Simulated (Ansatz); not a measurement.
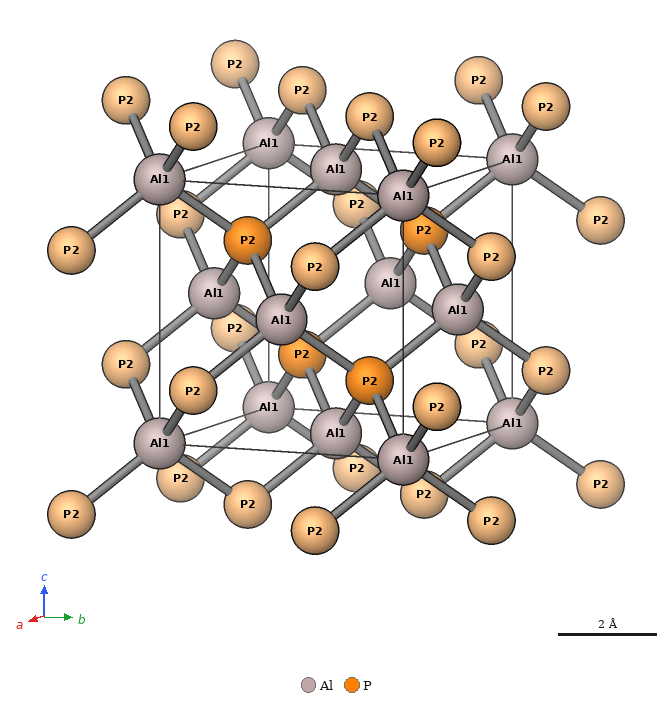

*The starting structure (ball-and-stick view of the cell 4 times as large as that of the calculation, set on its symmetry axes, seen at an oblique angle; neighbours outside the cell are drawn fainter; atoms are numbered from 1 in the order of the input).*

Near neighbours in the crystal (not all of them lie inside the picture): Al has 4 P at 2.36 Å; P has 4 Al at 2.36 Å.

# Geometry relaxation of AlP

System: AlP (F-43m, 2 atoms in the cell).
Method: DFT PBEsol, scalar-relativistic, plane waves, PAW, no spin polarisation (Ansatz 0.2.0).

The structure derives from an entry of the Crystallography Open Database. Figures and captions count atoms from 1; the log counts them from 0 in places.

### Input
```yaml
crystal:
  lattice:
    - [0.0, 2.7255, 2.7255]
    - [2.7255, 0.0, 2.7255]
    - [2.7255, 2.7255, 0.0]
  atoms:
    - { symbol: Al, position: [0.0, 0.0, 0.0] }
    - { symbol: P, position: [0.75, 0.75, 0.75] }
basis:
  ecutwfc: 420
kpoints:
  mp_grid: { grid: [8, 8, 8] }
hamiltonian:
  xc: pbesol
scf:
  occupations: { method: gaussian, width: 0.02 }
output:
  forces: true
  stress: true
  eigenvalues: true
  write_density: true
  write_potential: true
  elf: true
  volumetric_format: npy
relax:
  adjacent_minimum: "off"
  f_tol: 0.005
  max_steps: 80
  cell: { stress_tol: 0.05 }
```

Hardware: 2 threads of AMD EPYC (Zen 5), 32 GiB of memory available, shared host.

Run as:
```bash
ansatz run input.yaml --threads 2 --pin off --max-ram 5120MiB --backend cpu --events-out ev --progress --plain --runs-dir out
```

### Log
```
Engine: ansatz 0.2.0, x86_64-unknown-linux-gnu
Pseudopotentials: kind: paw
Pseudopotential: Al, paw, valence charge 3, recommended cutoff 420 eV (normal), Al.paw.azcp
Pseudopotential: P, paw, valence charge 5, recommended cutoff 420 eV (normal), P.paw.azcp
Functional definition: PBEsol
  exchange = pbesol_x
  correlation = pbesol_c
Crystal: 2 atoms, lattice volume = 40.492 Å³
Basis set: ecut = 420 eV, 749 PW (Γ), exchange–correlation on 54×54×54 points (8 copies of the dense FFT grid, shifted against one another)
Bands: 8, of which v1, the nominal top of the filled ones, is band 4 counted from 1 (3 counted from 0)
Symmetry: 24 space group operations
Space group: F-43m (ITA 216), of the structure as read, at distance tolerance 3.4e-5 Å
k-points: 29 of 512 (time reversal used)
Non-local potential: Al, projectors of the file, l = 0: 2, l = 1: 2, l = 2: 1
Non-local potential: P, projectors of the file, l = 0: 2, l = 1: 2, l = 2: 2
PAW form: soft (Blöchl's): semilocal exchange-correlation on the pseudo side does not see the compensation charge
PAW frozen core: Al, regenerated for the run's functional, and the local potential with it (the file was generated under x = pbe(κ = 0.804, μ = 0.2195149727645171), c = pbe(β = 0.06672455060314922))
PAW frozen core: P, regenerated for the run's functional, and the local potential with it (the file was generated under x = pbe(κ = 0.804, μ = 0.2195149727645171), c = pbe(β = 0.06672455060314922))
PAW one-centre angular grid: Al, 110 points (default); XC on 64 Gauss nodes
PAW one-centre angular grid: P, 110 points (default); XC on 64 Gauss nodes
Initial density: superposition of atomic densities (neutral atoms: chi_scale 0, normalization atom), corrected by the library's trained network
Initial wavefunctions: pseudopotential atomic-orbital guess
Functional: x = pbesol(κ = 0.804, μ = 0.12345679012345678), c = pbesol(β = 0.046)
SCF iter   1: F=—  HF=-1265.735639 eV  |F-HF|=—  |Δ(HF+E_count)|=         —  Δρ=3.56e-3  dr2=9.07e-3  ethr=1.77e-3  ⟨swp⟩=6.4  Hψ=2241  notcnv=0
preconditioner: auto → none  [insulator: Δε(μ)=1.374 eV  Ē_g=9.917 eV  σ=0.020 eV  W_gap=1.00  n_scr=8 (ndim 8)  ℏωp=16.5 eV  f_vac=0.000  D(μ)=0.00/eV (n_scr^D=0)  ε∞_Penn≈3.8]
SCF iter   2: F=—  HF=-1265.733170 eV  |F-HF|=—  |Δ(HF+E_count)|=   2.47e-3  Δρ=1.03e-3  dr2=4.35e-4  ethr=1.13e-4  ⟨swp⟩=2.9  Hψ=669  notcnv=0
SCF iter   3: F=—  HF=-1265.733185 eV  |F-HF|=—  |Δ(HF+E_count)|=   1.50e-5  Δρ=3.88e-4  dr2=5.74e-5  ethr=5.43e-6  ⟨swp⟩=1.9  Hψ=280  notcnv=0
SCF iter   4: F=—  HF=-1265.733188 eV  |F-HF|=—  |Δ(HF+E_count)|=   3.24e-6  Δρ=5.39e-5  dr2=6.68e-7  ethr=7.17e-7  ⟨swp⟩=2.4  Hψ=342  notcnv=0
iter 5 did not close the SCF: its close was put off for the readings that it lacked (scf_convergence_deferred on its scf_iter line)
SCF iter   5: F=-1265.733188 eV  HF=-1265.733188 eV  |F-HF|=2.00e-9  |Δ(HF+E_count)|=   4.71e-7  Δρ=4.16e-6  dr2=4.03e-9  ethr=8.35e-9  ⟨swp⟩=2.5  Hψ=338  notcnv=0
SCF iter   6: F=-1265.733188 eV  HF=-1265.733188 eV  |F-HF|=4.62e-11  |Δ(HF+E_count)|=   3.49e-9  Δρ=3.77e-7  dr2=8.08e-11  ethr=5.04e-11  ⟨swp⟩=6.8  Hψ=1690  notcnv=0
SCF 1 converged in 6 iterations: F = -1265.733188 eV  dr2 = 8.08e-11
  greatest PAW one-centre occupation: 0.778 electrons in one spin orbital (limit 2), on the P atom at site 1 (counted from 0), in its partial waves of l = 0
relax step   1: F+E_penalty+E_count = -1265.73318837 eV  Δ(F+E_penalty+E_count) = +0.000e0 eV  max|allowed force component| = 1.573e-16 eV/Å  Δτ_max = 0.0000 Å  P = +0.953 GPa  Ω = 40.492 Å³  (6 SCF iters, dr2 threshold 1.00e-7 eV, accepted)
Crystal: 2 atoms, lattice volume = 40.815 Å³
Basis set: ecut = 420 eV, 821 PW (Γ), exchange–correlation on 54×54×54 points (8 copies of the dense FFT grid, shifted against one another)
Initial density: handed on by an earlier stage of this run
Initial wavefunctions: those handed on with the density
iter 1 solved again at ethr=1.63e-6 eV; its pass at ethr=3.10e-3 eV (dr2=1.30e-4 eV) is discarded
SCF iter   1: F=—  HF=-1265.734375 eV  |F-HF|=—  |Δ(HF+E_count)|=         —  Δρ=4.39e-4  dr2=1.31e-4  ethr=1.63e-6  ⟨swp⟩=2.2  Hψ=2238  notcnv=0
preconditioner: auto → none  [insulator: Δε(μ)=1.440 eV  Ē_g=9.900 eV  σ=0.020 eV  W_gap=1.00  n_scr=8 (ndim 8)  ℏωp=16.4 eV  f_vac=0.000  D(μ)=0.00/eV (n_scr^D=0)  ε∞_Penn≈3.8]
SCF iter   2: F=—  HF=-1265.734321 eV  |F-HF|=—  |Δ(HF+E_count)|=   5.44e-5  Δρ=1.53e-4  dr2=1.05e-5  ethr=1.63e-6  ⟨swp⟩=2.2  Hψ=348  notcnv=0
SCF iter   3: F=—  HF=-1265.734318 eV  |F-HF|=—  |Δ(HF+E_count)|=   3.24e-6  Δρ=4.11e-5  dr2=8.85e-7  ethr=1.31e-7  ⟨swp⟩=2.1  Hψ=315  notcnv=0
SCF iter   4: F=-1265.734318 eV  HF=-1265.734318 eV  |F-HF|=3.75e-9  |Δ(HF+E_count)|=   1.45e-7  Δρ=8.73e-6  dr2=2.25e-8  ethr=2.50e-9  ⟨swp⟩=10.8  Hψ=1789  notcnv=0
SCF 2 converged in 4 iterations: F = -1265.734318 eV  dr2 = 2.25e-8
relax step   2: F+E_penalty+E_count = -1265.73431761 eV  Δ(F+E_penalty+E_count) = -1.129e-3 eV  max|allowed force component| = 7.170e-17 eV/Å  Δτ_max = 0.0000 Å  P = +0.240 GPa  Ω = 40.815 Å³  energy of the carried Pulay correction = -6.846e-5 eV  (4 SCF iters, dr2 threshold 2.00e-7 eV, accepted)
Crystal: 2 atoms, lattice volume = 40.925 Å³
iter 1 solved again at ethr=1.83e-7 eV; its pass at ethr=3.10e-3 eV (dr2=1.47e-5 eV) is discarded
SCF iter   1: F=—  HF=-1265.734395 eV  |F-HF|=—  |Δ(HF+E_count)|=         —  Δρ=1.47e-4  dr2=1.48e-5  ethr=1.83e-7  ⟨swp⟩=2.2  Hψ=2184  notcnv=0
preconditioner: auto → none  [insulator: Δε(μ)=1.450 eV  Ē_g=9.888 eV  σ=0.020 eV  W_gap=1.00  n_scr=8 (ndim 8)  ℏωp=16.4 eV  f_vac=0.000  D(μ)=0.00/eV (n_scr^D=0)  ε∞_Penn≈3.8]
SCF iter   2: F=—  HF=-1265.734378 eV  |F-HF|=—  |Δ(HF+E_count)|=   1.66e-5  Δρ=5.36e-5  dr2=1.26e-6  ethr=1.83e-7  ⟨swp⟩=2.1  Hψ=346  notcnv=0
SCF iter   3: F=-1265.734378 eV  HF=-1265.734378 eV  |F-HF|=3.04e-8  |Δ(HF+E_count)|=   3.40e-7  Δρ=1.46e-5  dr2=1.13e-7  ethr=1.80e-9  ⟨swp⟩=11.0  Hψ=1811  notcnv=0
SCF 3 converged in 3 iterations: F = -1265.734378 eV  dr2 = 1.13e-7
relax step   3: F+E_penalty+E_count = -1265.73437781 eV  Δ(F+E_penalty+E_count) = -6.020e-5 eV  max|allowed force component| = 6.245e-17 eV/Å  Δτ_max = 0.0000 Å  P = +0.005 GPa  Ω = 40.925 Å³  energy of the carried Pulay correction = -9.159e-5 eV  (3 SCF iters, dr2 threshold 1.44e-7 eV, accepted)
Initial wavefunctions: pseudopotential atomic-orbital guess (no wavefunctions were taken with the density)
iter 1 solved again at ethr=1.18e-7 eV; its pass at ethr=3.10e-3 eV (dr2=9.48e-6 eV) is discarded
SCF iter   1: F=—  HF=-1265.734485 eV  |F-HF|=—  |Δ(HF+E_count)|=         —  Δρ=1.72e-5  dr2=1.19e-7  ethr=1.18e-7  ⟨swp⟩=3.3  Hψ=3010  notcnv=0
preconditioner: auto → none  [insulator: Δε(μ)=1.452 eV  Ē_g=9.889 eV  σ=0.020 eV  W_gap=1.00  n_scr=8 (ndim 8)  ℏωp=16.4 eV  f_vac=0.000  D(μ)=0.00/eV (n_scr^D=0)  ε∞_Penn≈3.8]
SCF iter   2: F=—  HF=-1265.734473 eV  |F-HF|=—  |Δ(HF+E_count)|=   1.12e-5  Δρ=8.93e-6  dr2=2.02e-8  ethr=1.49e-9  ⟨swp⟩=2.4  Hψ=355  notcnv=0
SCF iter   3: F=—  HF=-1265.734473 eV  |F-HF|=—  |Δ(HF+E_count)|=   1.93e-8  Δρ=2.24e-6  dr2=2.52e-9  ethr=2.52e-10  ⟨swp⟩=2.1  Hψ=329  notcnv=0
SCF iter   4: F=—  HF=-1265.734473 eV  |F-HF|=—  |Δ(HF+E_count)|=  8.80e-10  Δρ=2.95e-7  dr2=2.35e-11  ethr=3.15e-11  ⟨swp⟩=2.6  Hψ=363  notcnv=0
SCF iter   5: F=-1265.734473 eV  HF=-1265.734473 eV  |F-HF|=6.82e-13  |Δ(HF+E_count)|=  1.23e-11  Δρ=7.36e-8  dr2=2.45e-12  ethr=1.00e-12  ⟨swp⟩=6.8  Hψ=1225  notcnv=0
SCF 4 converged in 5 iterations: F = -1265.734473 eV  dr2 = 2.45e-12
relax step   4: F+E_penalty+E_count = -1265.73447346 eV  Δ(F+E_penalty+E_count) = -9.566e-5 eV  max|allowed force component| = 4.395e-17 eV/Å  Δτ_max = 0.0000 Å  P = +0.008 GPa  Ω = 40.925 Å³  stress off target by 8.16e-3 GPa  SCF on the basis re-selected at this cell (its energy is not comparable with the rows above)  (5 SCF iters)
```

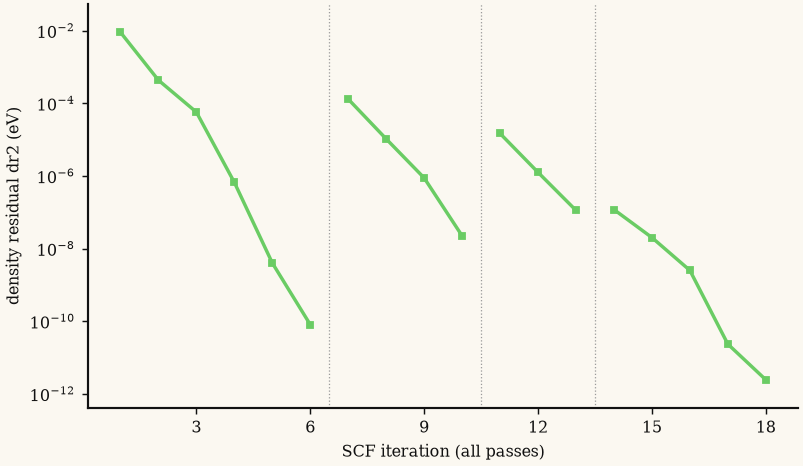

*Convergence of the self-consistent field: density residual dr2 against the SCF iteration. The dotted lines part the SCF passes of the relaxation: geometry steps, rejected trials and re-solves on a re-selected basis.*

The passes take 6, 4, 3 and 5 iterations.

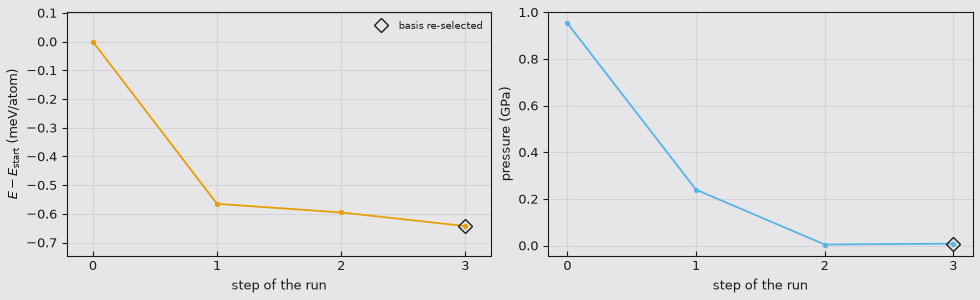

*Progress of the relaxation, step by step (the first geometry is step 0 here and step 1 in the log).*

The atoms keep their places relative to the cell (all moves are under 0.005 Å). The volume changes by +1.1 %, with a = b = c 5.451 → 5.470 Å (+0.4 %). Among the contacts that change: Al1–P2 2.360 → 2.369 Å. The space group stays F-43m (No. 216). Over 2 geometry steps the energy falls by 0.6 meV per atom. All forces vanish by symmetry, so only the cell relaxes. The pressure goes from 0.95 to 0.01 GPa. A last SCF at the same geometry on a re-selected plane-wave basis shifts the energy by next to nothing (0.0 meV per atom). (Atoms are counted from 1 in the order of the input.)

```
basis re-selected at this cell: Δ(F+E_penalty+E_count) = -9.566e-5 eV, ΔP = +0.004 GPa vs the last step (what re-selecting the basis moved, of the pressure what is left beyond the Pulay correction that the steps carried, after the strain that the cell walked since its last selection, with what the two solves' SCF thresholds leave and, on support functions, any second-order correction that the steps lacked; it is no measure of the basis error at this ecutwfc). This SCF's stress stands 8.16e-3 GPa from its target on what of the cell is left free (relax.cell.stress_tol is 5.00e-2 GPa) and its largest allowed force component is 4.39e-17 eV/Å (relax.f_tol is 5.00e-3 eV/Å): within both
SCF converged after 5 iterations
Free energy (F): -1265.734473 eV
Harris-Foulkes:  -1265.734473 eV  (|F-HF|=6.82e-13)
Internal energy: -1265.734473 eV  (E = F + TS)
E sigma→0 (E₀):  -1265.734473 eV
Fermi energy:    5.663745 eV
--- Per-component energies (eV) ---
  E_band       = 3.909514
  E_kinetic    = 93.502183
  E_local      = -82.476878  (includes V_loc(G=0)·N_el)
  E_nonlocal   = 44.858250
  E_hartree    = 24.694054
  E_xc         = -100.476928
  E_vxc        = -89.932226  (∫ρ·V_xc dr)
  E_paw        = -1009.066992  (= ΣΔE_a)
  E_vpaw       = -11.429927  (= ΣTr[D̂ρ^β])
  E_aug_tail   = 0.000001  (compensation charges beyond the density's cutoff)
  E_ewald      = -236.833398
  E_core_change = 0.065235  (= ΣΔE_core)
  E_smearing   = -0.000000  (= −TS)
  E_closure    = -0.000000  (closes the sum)
  Σ components = -1265.734473   (vs F -1265.734473, Δ=0.00e0)
--- Forces (eV/Å), atoms counted from 1 ---
  atom   1  Al    -0.00000000    -0.00000000     0.00000000
  atom   2  P      0.00000000    -0.00000000    -0.00000000
  max |Σ_I F_I| component: 6.48e-17 eV/Å
--- Stress (GPa, compression-positive) ---
        0.008157       0.000000       0.000000
       -0.000000       0.008157       0.000000
       -0.000000       0.000000       0.008157
  P = ⅓ Tr σ = 0.0082 GPa (0.082 kbar)
--- Band table (eV; the first three rows and the last of 29) ---
  k-point 0: bands = ["-6.5519", "4.9376", "4.9376", "4.9376", "8.0871", "9.4339", "9.4339", "9.4339"]
  k-point 1: bands = ["-6.3796", "3.6985", "4.7889", "4.7889", "8.5303", "9.7164", "9.7164", "9.9323"]
  k-point 2: bands = ["-5.8944", "1.7435", "4.4945", "4.4945", "8.1582", "10.0157", "10.0157", "11.7371"]
  k-point 28: bands = ["-4.1571", "0.0159", "1.7394", "2.0973", "9.1507", "10.8080", "10.9638", "11.2079"]
--- Relaxed structure (3 steps of the walk, 3 accepted, 1 SCFs on fresh bases) ---
  F+E_penalty+E_count = -1265.73447346 eV   max|allowed force component| = 4.395e-17 eV/Å   (the final SCF, on the basis selected at the relaxed cell)
  cell:  # Å, volume = 40.9246 Å³
    - [1.184673997648225e-33, 2.7351727407128372, 2.7351727407128372]
    - [2.7351727407128372, 4.725957560510659e-33, 2.7351727407128372]
    - [2.7351727407128372, 2.7351727407128372, 7.044351835478153e-33]
  atoms:
    - { symbol: Al, position: [8.807157625738886e-34, -6.687256751344571e-34, -9.329772077412484e-34] }
    - { symbol: P, position: [0.75, 0.75, 0.75] }
```

### Trajectory as extended XYZ (Å, eV, eV/Å), 4 frames, from step=1 to step=4
```
2
Lattice="0.0000 2.7255 2.7255 2.7255 0.0000 2.7255 2.7255 2.7255 0.0000" Properties=species:S:1:pos:R:3:forces:R:3 step=1 energy=-1265.73319 pressure_GPa=0.95
Al    0.0000    0.0000    0.0000    0.0000   0.0000   0.0000
P     4.0883    4.0883    4.0883    0.0000   0.0000   0.0000
2
Lattice="0.0000 2.7327 2.7327 2.7327 0.0000 2.7327 2.7327 2.7327 0.0000" Properties=species:S:1:pos:R:3:forces:R:3 step=2 energy=-1265.73432 pressure_GPa=0.24
Al    0.0000    0.0000    0.0000    0.0000   0.0000   0.0000
P     4.0991    4.0991    4.0991    0.0000   0.0000   0.0000
2
Lattice="0.0000 2.7352 2.7352 2.7352 0.0000 2.7352 2.7352 2.7352 0.0000" Properties=species:S:1:pos:R:3:forces:R:3 step=3 energy=-1265.73438 pressure_GPa=0.00
Al    0.0000    0.0000    0.0000    0.0000   0.0000   0.0000
P     4.1028    4.1028    4.1028    0.0000   0.0000   0.0000
2
Lattice="0.0000 2.7352 2.7352 2.7352 0.0000 2.7352 2.7352 2.7352 0.0000" Properties=species:S:1:pos:R:3:forces:R:3 step=4 energy=-1265.73447 pressure_GPa=0.01
Al    0.0000    0.0000    0.0000    0.0000   0.0000   0.0000
P     4.1028    4.1028    4.1028    0.0000   0.0000   0.0000
```

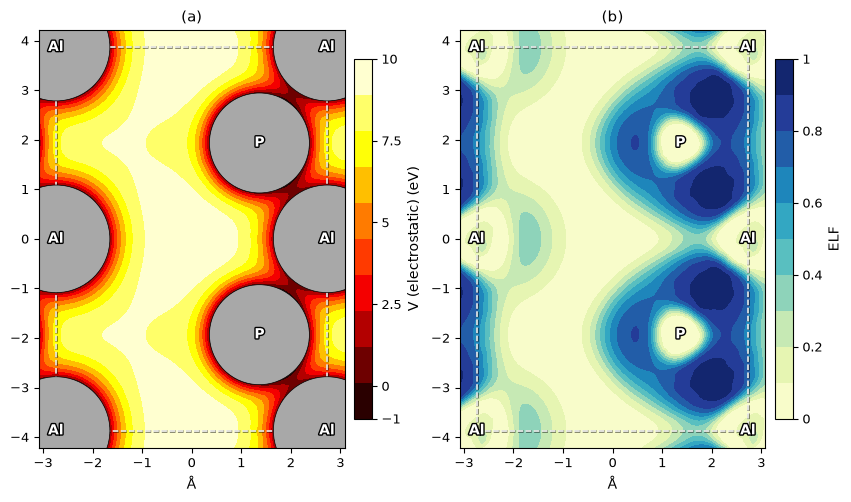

*(a) electrostatic potential energy of an electron; (b) ELF on the (110) plane of the conventional cell. Grey discs, where drawn, cover atomic cores.*

Outside the cores the potential energy rises away from the atoms and is highest about 2.4 Å from the nearest atoms; outside the discs it spans about 11 eV, and its zero is arbitrary. The fields are those of the smooth PAW valence density.

### Key numbers

- outcome: converged
- space group (tolerance 0.01 Å): F-43m (216)
- electrons treated: 8
- free energy: −1265.7345 eV
- Fermi energy: 5.664 eV
- gap on the k-point mesh: 1.45 eV
- pressure: 0.01 GPa
- final volume: 40.92 Å³
- largest force (length of the vector) at the end: under 0.001 eV/Å
- final cell: a = 3.868 Å, b = 3.868 Å, c = 3.868 Å, α = 60.00°, β = 60.00°, γ = 60.00°
- wall time: 1 s (CPU time 1.9 s)
- peak memory: 0.37 GiB
